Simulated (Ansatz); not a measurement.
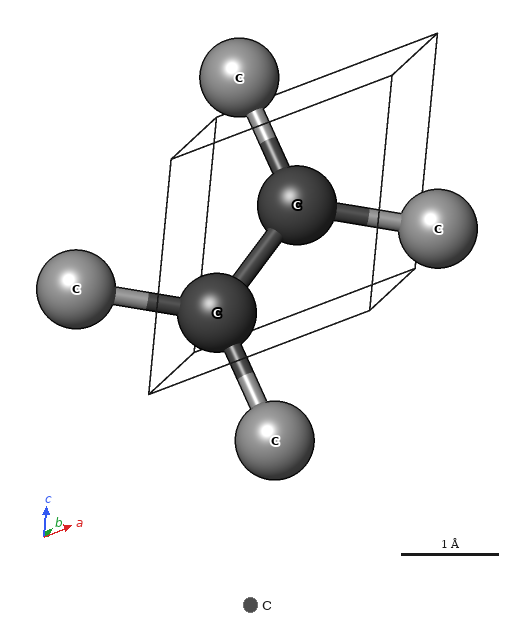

The structure (ball-and-stick view of the reduced cell, seen slightly off an axis; neighbours outside the cell are drawn fainter).

## Single-point calculation, with input and output: C

System: C (C2/m, 2 atoms in the cell).
Method: DFT, PBE, plane waves, PAW, no spin polarisation (Ansatz 0.2.0).

The structure derives from an entry of the Crystallography Open Database. Some settings of this run were made unusual or wrong on purpose.

What the program printed:
```
Engine: ansatz 0.2.0, x86_64-unknown-linux-gnu
Pseudopotentials: kind: paw
Pseudopotential: C, paw, valence charge 4, recommended cutoff 420 eV (normal), C.paw.azcp
Functional definition: PBE
  parameter kappa = 0.804
  parameter beta = 0.06672455060314922
  exchange = pbe_x(kappa = kappa, mu = beta*pi^2/3)
  correlation = pbe_c(beta = beta)
Crystal: 2 atoms, lattice volume = 12.278 Å³
Basis set: ecut = 420 eV, 259 PW (Γ), exchange–correlation on 36×36×36 points (8 copies of the dense FFT grid, shifted against one another)
Bands: 8, of which v1, the nominal top of the filled ones, is band 4 counted from 1 (3 counted from 0)
Symmetry: 4 space group operations
Space group: C2/m (ITA 12), of the structure as read, at distance tolerance 2.3e-5 Å
k-points: 476 of 1728
Non-local potential: C, projectors of the file, l = 0: 2, l = 1: 2, l = 2: 1
PAW form: soft (Blöchl's): semilocal exchange-correlation on the pseudo side does not see the compensation charge
PAW one-centre angular grid: C, 110 points (default); XC on 64 Gauss nodes
Initial density: superposition of atomic densities (neutral atoms: chi_scale 0, normalization atom), corrected by the library's trained network
Initial wavefunctions: pseudopotential atomic-orbital guess
Functional: x = pbe(κ = 0.804, μ = 0.2195149727645171), c = pbe(β = 0.06672455060314922)
SCF iter   1: F=—  HF=-499.947654 eV  |F-HF|=—  |Δ(HF+E_count)|=         —  Δρ=6.57e-3  dr2=2.82e-3  ethr=1.77e-3  ⟨swp⟩=3.9  Hψ=22190  notcnv=0  defer=892
preconditioner: auto → none  [insulator: Δε(μ)=0.013 eV  Ē_g=18.639 eV  n_scr=0 (ndim 8)  ℏωp=30.0 eV  f_vac=0.000  ε∞_Penn≈3.6]
SCF iter   2: F=—  HF=-499.946775 eV  |F-HF|=—  |Δ(HF+E_count)|=   8.79e-4  Δρ=3.00e-3  dr2=4.78e-4  ethr=3.52e-5  ⟨swp⟩=2.0  Hψ=8568  notcnv=0  defer=952
SCF iter   3: F=—  HF=-499.946732 eV  |F-HF|=—  |Δ(HF+E_count)|=   4.33e-5  Δρ=3.84e-4  dr2=4.88e-6  ethr=5.97e-6  ⟨swp⟩=2.9  Hψ=6637  notcnv=0  defer=952
SCF iter   4: F=—  HF=-499.946736 eV  |F-HF|=—  |Δ(HF+E_count)|=   4.00e-6  Δρ=3.83e-5  dr2=1.59e-7  ethr=6.11e-8  ⟨swp⟩=2.2  Hψ=5582  notcnv=0
iter 5 did not close the SCF: its close was put off for the readings that it lacked (scf_convergence_deferred on its scf_iter line)
SCF iter   5: F=-499.946736 eV  HF=-499.946736 eV  |F-HF|=1.24e-9  |Δ(HF+E_count)|=   3.34e-8  Δρ=4.32e-6  dr2=1.53e-9  ethr=1.98e-9  ⟨swp⟩=2.4  Hψ=5770  notcnv=0
SCF iter   6: F=-499.946736 eV  HF=-499.946736 eV  |F-HF|=3.07e-12  |Δ(HF+E_count)|=   1.50e-9  Δρ=5.21e-7  dr2=1.82e-11  ethr=1.92e-11  ⟨swp⟩=3.3  Hψ=18183  notcnv=0
SCF 1 converged in 6 iterations: F = -499.946736 eV  dr2 = 1.82e-11
  greatest PAW one-centre occupation: 0.650 electrons in one spin orbital (limit 2), on the C atom at site 1 (counted from 0), in its partial waves of l = 0
```

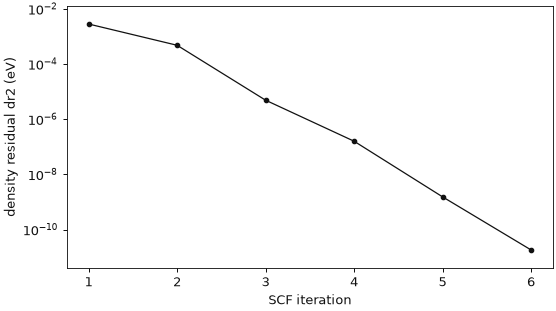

Convergence of the self-consistent field: density residual dr2 against the SCF iteration. The residual falls at every step.

```
SCF converged after 6 iterations
Free energy (F): -499.946736 eV
Harris-Foulkes:  -499.946736 eV  (|F-HF|=3.07e-12)
Internal energy: -499.946736 eV  (E = F + TS)
E sigma→0 (E₀):  -499.946736 eV
Fermi energy:    14.027043 eV
--- Per-component energies (eV) ---
  E_band       = 27.042805
  E_kinetic    = 180.990355
  E_local      = -131.563917  (includes V_loc(G=0)·N_el)
  E_nonlocal   = 53.603215
  E_hartree    = 28.053135
  E_xc         = -96.039028
  E_vxc        = -119.105750  (∫ρ·V_xc dr)
  E_paw        = -198.186780  (= ΣΔE_a)
  E_vpaw       = -12.987401  (= ΣTr[D̂ρ^β])
  E_aug_tail   = 0.000015  (compensation charges beyond the density's cutoff)
  E_ewald      = -336.803731
  E_smearing   = -0.000000  (= −TS)
  E_closure    = -0.000000  (closes the sum)
  Σ components = -499.946736   (vs F -499.946736, Δ=0.00e0)
--- Forces (eV/Å), atoms counted from 1 ---
  atom   1  C      1.81814525    -1.04891172    -1.81814525
  atom   2  C     -1.81814525     1.04891172     1.81814525
  max |Σ_I F_I| component: 2.22e-16 eV/Å
--- Stress (GPa, compression-positive) ---
       -0.414476     -61.500246     -48.796467
      -61.500246      -4.601705      61.500246
      -48.796467      61.500246      -0.414476
  P = ⅓ Tr σ = -1.8102 GPa (-18.102 kbar)
--- Band table (eV; the first three rows and the last of 476) ---
  k-point 0: bands = ["-8.6248", "9.1078", "9.6857", "12.7958", "19.5290", "19.6571", "19.7992", "22.9227"]
  k-point 1: bands = ["-8.4490", "8.4115", "9.4481", "12.8141", "18.6373", "20.1914", "20.6292", "23.1632"]
  k-point 2: bands = ["-7.9238", "6.6656", "8.8813", "12.8514", "17.6646", "21.1117", "21.6283", "23.9974"]
  k-point 475: bands = ["-1.0409", "-0.3124", "5.3036", "8.1739", "13.2586", "16.0942", "29.2597", "30.4390"]
```

The run was set up as follows.

Input:
```yaml
crystal:
  lattice:
    - [-0.011913112, 1.825256398, 1.825185062]
    - [1.81327195, 0.0, 1.81327195]
    - [1.837026838, 1.837098174, -0.023754888]
  atoms:
    - { symbol: C, position: [0.621331864, 0.4614856606, 0.4556968147] }
    - { symbol: C, position: [0.628668136, 0.7885143394, 0.7943031853] }
basis:
  ecutwfc: 420
kpoints:
  mp_grid: { grid: [12, 12, 12] }
hamiltonian:
  xc: pbe
scf:
  occupations: { method: fixed }
  max_iter: 75
output:
  forces: true
  eigenvalues: true
  stress: true
```

Launched with:
```bash
ansatz run input.yaml --threads 1 --pin off --max-ram 1331MiB --backend cpu --events-out ev --progress --plain --runs-dir out
```

What the run reported:

- outcome: converged
- space group (tolerance 0.01 Å): C2/m (12)
- electrons treated: 8
- free energy: −499.9467 eV
- Fermi energy: 14.027 eV
- gap on the k-point mesh: none (metallic)
- pressure: −1.81 GPa
- largest force (length of the vector): 2.777 eV/Å
- hardware: 1 thread of an x86-64 CPU, shared host
- wall time: 2.1 s
- peak memory: 0.48 GiB

What went wrong:

The input was spoiled on purpose: fixed occupations whatever the gap (`scf.occupations`). Fixed occupations are valid only where a gap stays open. The run converged all the same; its numbers are those of the faulty input and shouldn't be used. Warnings of the run: filled and empty bands overlap.
